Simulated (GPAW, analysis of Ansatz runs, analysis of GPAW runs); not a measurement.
# Sb on a Ga site in GaAs: charge-transition level against experiment (GPAW), part 3 of 4

How near does this set-up come to the measured charge-transition level? Subject: Sb on a Ga site in GaAs. Set-up: PBE, plane waves 300 eV, 32-site cell, PBE lattice, k: the single point 1/4 1/4 1/4 then 2x2x2 shifted, dielectric constants 10.9 and 12.9 (handbook). The model is a cell of 32 host atoms with 1 Ga taken out and 1 Sb put in. The level is the Fermi energy at which two charge states have equal formation energy, after a correction for the images of the charge. This set-up takes another basis size than the usual one.

GPAW 26.7.0; PBE, plane waves 300 eV, 32-site cell, PBE lattice, k: the single point 1/4 1/4 1/4 then 2x2x2 shifted, dielectric constants 10.9 and 12.9 (handbook).

So far: The structure; Relaxation, charge +1; Single point, charge +1.

## 4. Relaxation, charge 0

Level of this step: GPAW plane-wave PAW DFT, PBE; relaxation of all atoms of a defect supercell (GPAW).

run.py

```python
import numpy as np
from ase.io import read, write
from ase.parallel import parprint, world
from gpaw import GPAW, PW
from ase.optimize import BFGS

atoms = read('POSCAR')
calc = GPAW(mode=PW(300),
            xc='PBE',
            kpts=[[0.25, 0.25, 0.25]],
            occupations={'name': 'fermi-dirac', 'width': 0.01},
            nbands=78,
            convergence={'density': 1e-05, 'forces': 0.001},
            maxiter=150,
            symmetry='off',
            txt='gpaw.txt')
atoms.calc = calc
opt = BFGS(atoms, trajectory='relax.traj', logfile='-')
done = opt.run(fmax=0.02, steps=80)
parprint('Converged:', done)
energy = atoms.get_potential_energy()
forces = atoms.get_forces()
parprint(f'Energy: {energy:.6f} eV, largest force {np.linalg.norm(forces, axis=1).max():.4f} eV/A')
calc.write('gs.gpw')
write('final.xyz', atoms)
for s in range(calc.get_number_of_spins()):
    parprint('Levels (eV), spin', s, calc.get_eigenvalues(kpt=0, spin=s)[-16:].round(3))
```

POSCAR

```
Ga Sb Ga As
 1.0000000000000000
    -5.7666441573936318    5.7666441573936389   -5.7666441573936309
     5.7666441573936371    5.7666441573936247    5.7666441573936131
     5.7666441573936513   -5.7666441573936247   -5.7666441573936247
 Ga  Sb  Ga  As 
   6   1   9  16
Direct
 -0.0020978495915311 -0.0006644428323821  0.0037690247123577
  0.0003131724115281  0.2467223965994140  0.7528211694297094
[... 1 atom line left out ...]
 -0.0043480155661377  0.7463719921378342  0.2440891269871738
[... 1 atom line left out ...]
  0.2486668173091514  0.2483781621427321  0.4942125481690392
  0.2550085143550900  0.4994910063870937  0.2520148143611737
  0.2505798717950350  0.7550679613813025  0.0040139068550081
  0.4956641317207717 -0.0021853498335738  0.5013654786070439
[... 6 atom lines left out ...]
  0.7518755864051017  0.7532508266489624  0.5059465656569540
[... 2 atom lines left out ...]
  0.0058389876504714  0.5018052042022673  0.2514405277200090
[... 2 atom lines left out ...]
  0.2549086688777499  0.2511998136100089  0.2547924617022388
  0.2440553161352872  0.4975034856519667 -0.0039533543215230
[... 4 atom lines left out ...]
  0.4946080994281035  0.7483843700846380  0.4955100068480038
[... 3 atom lines left out ...]
  0.7538724248168315  0.7478371601598020  0.2509263292819716
```

Launch:

```sh
> OMP_NUM_THREADS=1 mpirun -n 4 gpaw python run.py > stdout
```

Log:

```text
__  _  _
 | _ |_)|_||  |
 |__||  | ||/\| - 26.7.0

Input parameters:
  mode=PW(ecut=300.0),
  convergence={'density': 1e-05, 'forces': 0.001},
  kpts=KPoints(kpts=array([[0.25, 0.25, 0.25]])),
  maxiter=150,
  nbands=78,
  occupations=Occupations(name='fermi-dirac', width=0.01),
  symmetry=Symmetry(point_group=False, time_reversal=False),
  xc=XC(name='PBE')

Diagonalizing LCAO Hamiltonian
Converting LCAO to pw mode

                               Ga As

                                    Ga
                           As
                        Ga
                             As As
                             Sb
                    As            As
                 Ga  Ga        Ga  Ga
                      Ga As          GaAs
             As            As As
                            Ga
                  As            As
               Ga             Ga Ga
                       As
                     Ga
                         As As
                          Ga

Atoms  # Å, Bohr magnetons
|    | symbol |         x |         y |         z |    initial magnetic moments |
|----|--------|-----------|-----------|-----------|-----------------------------|
|  0 |     Ga |  0.030001 | -0.037664 | -0.013469 | ( 0.0000,  0.0000,  0.0000) |
|  1 |     Ga |  5.762206 | -2.916686 | -2.920297 | ( 0.0000,  0.0000,  0.0000) |
|  2 |     Ga |  5.797904 | -0.020717 |  0.033070 | ( 0.0000,  0.0000,  0.0000) |
|  3 |     Ga |  5.736710 |  2.871413 |  2.921560 | ( 0.0000,  0.0000,  0.0000) |
|  4 |     Ga |  2.914332 | -2.910811 | -5.738667 | ( 0.0000,  0.0000,  0.0000) |
|  5 |     Ga |  2.848283 |  0.016334 | -2.851612 | ( 0.0000,  0.0000,  0.0000) |
|  6 |     Sb |  2.863123 |  2.897650 | -0.043436 | ( 0.0000,  0.0000,  0.0000) |
|  7 |     Ga |  2.932350 |  5.776066 |  2.886057 | ( 0.0000,  0.0000,  0.0000) |
|  8 |     Ga |  0.020276 | -0.045480 | -5.762117 | ( 0.0000,  0.0000,  0.0000) |
|  9 |     Ga | -0.033455 |  2.849662 | -2.899063 | ( 0.0000,  0.0000,  0.0000) |
| 10 |     Ga | -0.019886 |  5.770924 | -0.045675 | ( 0.0000,  0.0000,  0.0000) |
| 11 |     Ga |  5.776900 |  2.916226 | -2.919546 | ( 0.0000,  0.0000,  0.0000) |
| 12 |     Ga | -2.860457 |  2.926566 | -5.756294 | ( 0.0000,  0.0000,  0.0000) |
| 13 |     Ga | -2.843951 |  5.737293 | -2.873919 | ( 0.0000,  0.0000,  0.0000) |
| 14 |     Ga |  2.914994 |  2.851923 | -5.789249 | ( 0.0000,  0.0000,  0.0000) |
| 15 |     Ga |  2.925544 |  5.761915 | -2.909683 | ( 0.0000,  0.0000,  0.0000) |
| 16 |     As |  4.287616 | -4.324404 | -4.358199 | ( 0.0000,  0.0000,  0.0000) |
| 17 |     As |  4.345652 | -1.468514 | -1.404895 | ( 0.0000,  0.0000,  0.0000) |
| 18 |     As |  4.310029 |  1.477435 |  1.410093 | ( 0.0000,  0.0000,  0.0000) |
| 19 |     As |  4.310691 |  4.339952 |  4.370499 | ( 0.0000,  0.0000,  0.0000) |
| 20 |     As |  1.416876 | -1.408492 | -4.296956 | ( 0.0000,  0.0000,  0.0000) |
| 21 |     As |  1.447910 |  1.449250 | -1.490685 | ( 0.0000,  0.0000,  0.0000) |
| 22 |     As |  1.438748 |  4.299103 |  1.484343 | ( 0.0000,  0.0000,  0.0000) |
| 23 |     As |  7.186722 |  1.413608 | -1.406345 | ( 0.0000,  0.0000,  0.0000) |
| 24 |     As | -1.395258 |  1.426845 | -4.313703 | ( 0.0000,  0.0000,  0.0000) |
| 25 |     As | -1.404081 |  4.307221 | -1.413871 | ( 0.0000,  0.0000,  0.0000) |
| 26 |     As |  4.279458 |  1.423710 | -4.314726 | ( 0.0000,  0.0000,  0.0000) |
| 27 |     As |  4.320867 |  4.310465 | -1.393992 | ( 0.0000,  0.0000,  0.0000) |
| 28 |     As | -4.307289 |  4.363493 | -4.298452 | ( 0.0000,  0.0000,  0.0000) |
| 29 |     As |  1.470742 |  1.479309 | -7.192913 | ( 0.0000,  0.0000,  0.0000) |
| 30 |     As |  1.477787 |  4.358172 | -4.334650 | ( 0.0000,  0.0000,  0.0000) |
| 31 |     As |  1.412200 |  7.212822 | -1.481806 | ( 0.0000,  0.0000,  0.0000) |

Unit cell  # Å
| periodic |         x |         y |         z |  lengths |     angles |
|----------|-----------|-----------|-----------|----------|------------|
|      yes | -5.766644 |  5.766644 | -5.766644 | 9.988121 | 109.471221 |
|      yes |  5.766644 |  5.766644 |  5.766644 | 9.988121 | 109.471221 |
|      yes |  5.766644 | -5.766644 | -5.766644 | 9.988121 | 109.471221 |

Number of symmetries: 1
Symmetry operations  # r_c * U_cc + t_c -> r_c
|   | kind |            matrix            |
|---|------|------------------------------|
| 0 |  E   |  1, 0, 0,  0, 1, 0,  0, 0, 1 |

BZ-sampling:
  Number of BZ points: 1
  Number of IBZ points: 1

K-points  # in reciprocal-cell coordinates
|   |                                coordinates |     weight |
|---|--------------------------------------------|------------|
| 0 | (  0.25000000,   0.25000000,   0.25000000) | 1.00000000 |

Plane wave coefficients: 9024
Cutoff: 300.0 eV

Spin-components: 1 (collinear spins)
Bands:           78
Projectors:      161
Spin-degeneracy: 2
Datatype:        complex128

Density:
  Valence electrons: 140.0
  Components: 1
  Grid points: [40 40 40]
  Charge: 0.0  # |e|

Potential:
  Grid points: [40 40 40]

species:
  Ga:
    name:    Gallium
    Z:       31.0
    valence: 3
    core:    28
    charge:  0.0  # [|e|]
    compensation charges:
      type: gauss
      rc: 0.37  # [Å]
      lmax: 2
    cutoffs:
      filter: 2.06  # [Å]
      core: 4.17  # [Å]
    projectors
    | kind |    occ | energy [eV] | rcut [Å] |
    |------|--------|-------------|----------|
    |   4s |  2.000 |      -8.945 |    1.164 |
    |   4p |  1.000 |      -2.580 |    1.164 |
    |    s |        |      18.266 |    1.164 |
    |    p |        |      24.631 |    1.164 |
    |    d |        |       0.000 |    1.164 |

    Using partial waves for Ga as LCAO basis

  Sb:
    name:    Antimony
    Z:       51.0
    valence: 15
    core:    36
    charge:  0.0  # [|e|]
    compensation charges:
      type: gauss
      rc: 0.36  # [Å]
      lmax: 2
    cutoffs:
      filter: 2.23  # [Å]
      core: 2.23  # [Å]
    projectors
    | kind |    occ | energy [eV] | rcut [Å] |
    |------|--------|-------------|----------|
    |   5s |  2.000 |     -12.815 |    1.154 |
    |   5p |  3.000 |      -4.830 |    1.233 |
    |   4d | 10.000 |     -33.514 |    1.196 |
    |    s |        |      14.396 |    1.154 |
    |    p |        |      22.381 |    1.233 |
    |    d |        |      -6.303 |    1.196 |

    Using partial waves for Sb as LCAO basis

  As:
    name:    Arsenic
    Z:       33.0
    valence: 5
    core:    28
    charge:  0.0  # [|e|]
    compensation charges:
      type: gauss
      rc: 0.33  # [Å]
      lmax: 2
    cutoffs:
      filter: 1.87  # [Å]
      core: 2.96  # [Å]
[...]
|  6 |     Sb |  2.877474 |  2.883443 | -0.003116 | ( 0.0000,  0.0000,  0.0000) |
[...]
Unit cell  # Å
| periodic |         x |         y |         z |  lengths |     angles |
|----------|-----------|-----------|-----------|----------|------------|
|      yes | -5.766644 |  5.766644 | -5.766644 | 9.988121 | 109.471221 |
|      yes |  5.766644 |  5.766644 |  5.766644 | 9.988121 | 109.471221 |
|      yes |  5.766644 | -5.766644 | -5.766644 | 9.988121 | 109.471221 |

Initialization done in: 0.574 s

convergence criteria:
- Maximum integral of absolute [dens]ity change: 1e-05 electrons / valence electron
- Maximum change in the atomic [forces] across last 2 cycles: 0.001 eV/Ang OR
Maximum error relative to the maximum force is below inf
- Maximum [total energy] change in last 3 cyles: 0.0005 eV / valence electron
- Maximum integral of absolute [eigenst]ate change: 4e-08 eV^2 / valence electron
maximum number of iterations: 150

SCF iterations
|iter     | |      energy | eigst |  dens |force |
|---------|-|-------------|-------|-------|------|
|iter:   1| | -128.779082c| -4.42 |       |      |
[...]
|iter:   3| | -128.778752c| -5.08 | -3.30 |      |
|iter:   4| | -128.778740c| -5.99 | -3.71 |      |
|iter:   5| | -128.778738c| -6.63 | -4.01 |      |
|iter:   6| | -128.778738c| -7.27 | -4.37 |      |
|iter:   7| | -128.778738c| -7.84c| -4.77 |      |
|iter:   8| | -128.778738c| -7.85c| -5.16c|-1.61 |
|iter:   9| | -128.778738c| -8.33c| -5.60c|-3.43c|

Converged in 9 steps
SCF loop duration: 7.958 s (0.884 s/step)
Energy contributions relative to reference atoms: (reference = -1953599.208784)

Energy contributions:
  Kinetic:         365.481405
  Coulomb:        -325.042221
  Zero:              0.255271
  External:          0.000000
  Xc:             -169.473192
  Entropy:          -0.000000
  Spinorbit:         0.000000
  ----------------------------
  Free energy:    -128.778738
  Extrapolated:   -128.778738

dipole moment: (30.402306, 28.951356, -150.965244)  # |e|*Ang

Fermi level: 5.408
Eigenvalues  # (at kpt = [0.250, 0.250, 0.250])
| band index |      eig [eV] | occ [0-2] |
|------------|---------------|-----------|
[...]
|        ... |               |           |
[...]
Gap: 0.738 eV
Transition (v -> c):
  (s=0, k=0, n=69, [0.25, 0.25, 0.25]) -> (s=0, k=0, n=70, [0.25, 0.25, 0.25])
No difference between direct/indirect transitions

Forces  # eV/Ang
|        x |        y |        z |
|----------|----------|----------|
[...]
Ga As

                                     Ga
                           As
                        Ga
                             As As
                             Sb
                 Ga As         Ga As
                    Ga             Ga  As
                      Ga As          Ga
             As            As As
                            Ga
                  As            As
               Ga            Ga  Ga
                       As
                     Ga
                         As As
                          Ga

Atoms  # Å, Bohr magnetons
|    | symbol |         x |         y |         z |    initial magnetic moments |
|----|--------|-----------|-----------|-----------|-----------------------------|
[...]
|  6 |     Sb |  2.878154 |  2.883515 | -0.003319 | ( 0.0000,  0.0000,  0.0000) |
[...]
|  8 |     Ga |  0.059218 |  0.044321 | -5.778579 | ( 0.0000,  0.0000,  0.0000) |
|  9 |     Ga | -0.048031 |  2.861276 | -2.934243 | ( 0.0000,  0.0000,  0.0000) |
| 10 |     Ga | -0.041046 |  5.810935 |  0.021521 | ( 0.0000,  0.0000,  0.0000) |
| 11 |     Ga |  5.818705 |  2.896374 | -2.932353 | ( 0.0000,  0.0000,  0.0000) |
| 12 |     Ga | -2.882183 |  2.878502 | -5.767149 | ( 0.0000,  0.0000,  0.0000) |
| 13 |     Ga | -2.855862 |  5.715634 | -2.831211 | ( 0.0000,  0.0000,  0.0000) |
| 14 |     Ga |  2.883317 |  2.880845 | -5.760858 | ( 0.0000,  0.0000,  0.0000) |
| 15 |     Ga |  2.908145 |  5.814376 | -2.926969 | ( 0.0000,  0.0000,  0.0000) |
[...]
| 24 |     As | -1.472142 |  1.416395 | -4.360195 | ( 0.0000,  0.0000,  0.0000) |
| 25 |     As | -1.414242 |  4.287784 | -1.403991 | ( 0.0000,  0.0000,  0.0000) |
| 26 |     As |  4.296410 |  1.471163 | -4.304006 | ( 0.0000,  0.0000,  0.0000) |
| 27 |     As |  4.468602 |  4.456633 | -1.573617 | ( 0.0000,  0.0000,  0.0000) |
| 28 |     As | -4.283742 |  4.341113 | -4.354510 | ( 0.0000,  0.0000,  0.0000) |
| 29 |     As |  1.481715 |  1.471819 | -7.225623 | ( 0.0000,  0.0000,  0.0000) |
| 30 |     As |  1.479141 |  4.291368 | -4.298013 | ( 0.0000,  0.0000,  0.0000) |
| 31 |     As |  1.475900 |  7.185596 | -1.408813 | ( 0.0000,  0.0000,  0.0000) |

Unit cell  # Å
| periodic |         x |         y |         z |  lengths |     angles |
|----------|-----------|-----------|-----------|----------|------------|
|      yes | -5.766644 |  5.766644 | -5.766644 | 9.988121 | 109.471221 |
|      yes |  5.766644 |  5.766644 |  5.766644 | 9.988121 | 109.471221 |
|      yes |  5.766644 | -5.766644 | -5.766644 | 9.988121 | 109.471221 |

Initialization done in: 0.575 s

convergence criteria:
- Maximum integral of absolute [dens]ity change: 1e-05 electrons / valence electron
- Maximum change in the atomic [forces] across last 2 cycles: 0.001 eV/Ang OR
Maximum error relative to the maximum force is below inf
- Maximum [total energy] change in last 3 cyles: 0.0005 eV / valence electron
- Maximum integral of absolute [eigenst]ate change: 4e-08 eV^2 / valence electron
maximum number of iterations: 150

SCF iterations
|iter     | |      energy | eigst |  dens |force |
|---------|-|-------------|-------|-------|------|
|iter:   1| | -128.778944c| -5.15 |       |      |
|iter:   2| | -128.778927c| -6.48 | -3.61 |      |
|iter:   3| | -128.778889c| -5.80 | -3.68 |      |
|iter:   4| | -128.778886c| -6.71 | -4.06 |      |
|iter:   5| | -128.778885c| -7.32 | -4.40 |      |
|iter:   6| | -128.778885c| -7.74c| -4.74 |      |
|iter:   7| | -128.778885c| -7.91c| -5.09c|-1.84 |
|iter:   8| | -128.778885c| -8.51c| -5.54c|-3.65c|

Converged in 8 steps
SCF loop duration: 7.008 s (0.876 s/step)
Energy contributions relative to reference atoms: (reference = -1953599.208784)

Energy contributions:
  Kinetic:         365.495032
  Coulomb:        -325.053243
  Zero:              0.255061
  External:          0.000000
  Xc:             -169.475735
  Entropy:          -0.000000
  Spinorbit:         0.000000
  ----------------------------
  Free energy:    -128.778885
  Extrapolated:   -128.778885

dipole moment: (30.435858, 28.941229, -150.979699)  # |e|*Ang

Fermi level: 5.408
Eigenvalues  # (at kpt = [0.250, 0.250, 0.250])
| band index |      eig [eV] | occ [0-2] |
|------------|---------------|-----------|
[...]
|        ... |               |           |
[...]
|         70 |         5.736 |     0.000 |
|         71 |         5.737 |     0.000 |
|         72 |         5.739 |     0.000 |
|         73 |         6.201 |     0.000 |
|         74 |         6.348 |     0.000 |
|         75 |         6.359 |     0.000 |
|         76 |         6.366 |     0.000 |
|         77 |         6.639 |     0.000 |

Gap: 0.737 eV
Transition (v -> c):
  (s=0, k=0, n=69, [0.25, 0.25, 0.25]) -> (s=0, k=0, n=70, [0.25, 0.25, 0.25])
No difference between direct/indirect transitions

Forces  # eV/Ang
|        x |        y |        z |
|----------|----------|----------|
[...]
|  0.00025 |  0.00319 |  0.00582 |  # As  24
| -0.00430 | -0.00799 | -0.00514 |  # As  25
| -0.00052 | -0.00098 | -0.00199 |  # As  26
| -0.00153 |  0.00855 |  0.00624 |  # As  27
| -0.00054 |  0.00400 |  0.00730 |  # As  28
| -0.00553 | -0.00663 | -0.00449 |  # As  29
| -0.00093 | -0.00225 | -0.01330 |  # As  30
|  0.00413 | -0.00005 |  0.00064 |  # As  31

# Writing to gs.gpw (mode='')
```

Wall time 2.9 min (4 MPI ranks of Arm Neoverse V1, shared host); peak memory 0.97 GiB; 12 min of CPU time.

The steps of the relaxation:

```
step  energy less that of the first step (eV)
   0                                   0.0000
   1                                  -0.4416
   2                                  -1.3113
   3                                  -1.3692
   4                                  -1.4229
   5                                  -1.4687
   6                                  -1.4885
   7                                  -1.4951
   8                                  -1.5000
   9                                  -1.5047
  10                                  -1.5085
  11                                  -1.5109
  12                                  -1.5129
  13                                  -1.5151
  14                                  -1.5167
  15                                  -1.5173
  16                                  -1.5174
```

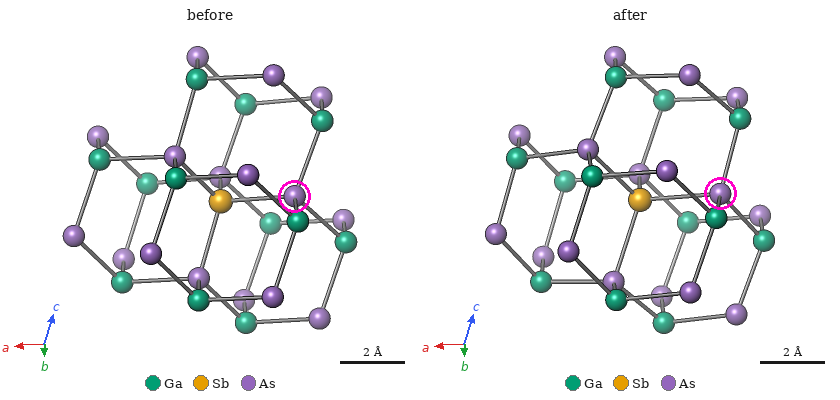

Before and after: the atoms that start within 5 Å of the centre. As19, which moves most, is ringed if it is among them.

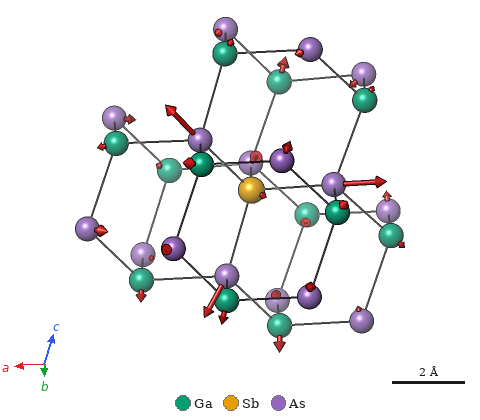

Displacements in the relaxation near the centre, exaggerated; the longest in the cell stands for 0.28 Å.

The atoms that moved most (Å):

```
atom      dx      dy      dz  length
As19   0.150  -0.168   0.161   0.277
As28   0.148   0.146  -0.180   0.275
As23  -0.126   0.161   0.102   0.229
As22  -0.140  -0.151  -0.091   0.225
 Ga6   0.031  -0.071  -0.075   0.108
 Ga2  -0.039   0.047   0.089   0.108
As32   0.064  -0.027   0.073   0.101
 Ga9   0.039   0.090  -0.016   0.099
```

Final coordinates:

```xyz
32
Lattice="-5.7666 5.7666 -5.7666 5.7666 5.7666 5.7666 5.7666 -5.7666 -5.7666" Properties=species:S:1:pos:R:3 pbc="T T T"
Ga   -0.0401   -0.0533   -0.0126
Ga    5.7232   -2.8699   -2.8315
Ga    5.8232   -0.0498    0.0182
Ga    5.8152    2.8646    2.9320
Ga    2.8862   -2.8863   -5.7644
Ga    2.8789   -0.0548   -2.9270
Sb    2.8782    2.8835   -0.0033
Ga    2.8755    5.8142    2.9399
Ga    0.0592    0.0443   -5.7786
Ga   -0.0480    2.8613   -2.9342
Ga   -0.0410    5.8109    0.0215
Ga    5.8187    2.8964   -2.9324
Ga   -2.8822    2.8785   -5.7671
Ga   -2.8559    5.7156   -2.8312
Ga    2.8833    2.8808   -5.7609
Ga    2.9081    5.8144   -2.9270
As    4.3506   -4.2942   -4.3583
As    4.2996   -1.4273   -1.4027
As    4.4597    1.3096    1.5711
As    4.2956    4.2888    4.3125
As    1.4301   -1.4780   -4.3517
As    1.3081    1.2987   -1.5812
As    1.3126    4.4603    1.5863
As    7.1930    1.4745   -1.4072
As   -1.4721    1.4164   -4.3602
As   -1.4142    4.2878   -1.4040
As    4.2964    1.4712   -4.3040
As    4.4686    4.4566   -1.5736
As   -4.2837    4.3411   -4.3545
As    1.4817    1.4718   -7.2256
As    1.4791    4.2914   -4.2980
As    1.4759    7.1856   -1.4088
```

Neighbours of Sb7 at the end:

```
atom  distance (Å)
As19         2.731
As23         2.732
As22         2.732
As28         2.733
Ga11         4.134
Ga16         4.140
 Ga1         4.140
Ga10         4.142
 Ga2         4.144
 Ga6         4.145
Ga12         4.150
 Ga4         4.152
Ga14         4.153
 Ga8         4.153
 Ga9         4.154
 Ga3         4.157
```

From the first step to the last the energy fell by 1.517 eV, and the largest move was 0.28 Å (As19 and 1 other atom alike). Judged within 0.08 Å, the space group went from P1 to I-43m.

(Part 3 of 4 ends here.)

[Logs are printed without paths, hosts, clocks, repeated set-up lines and the standing remarks that a program may print on its own settings, such as how far it seeks lower states.]

[Hosts, paths, dates, database ids (printed as entryN), source tags and the programs' standing remarks are cut or masked in the printed files.]

[For some hosts the program warned that the k-mesh of the response run may be too coarse for force constants and the static dielectric constant; such warnings are not shown here.]
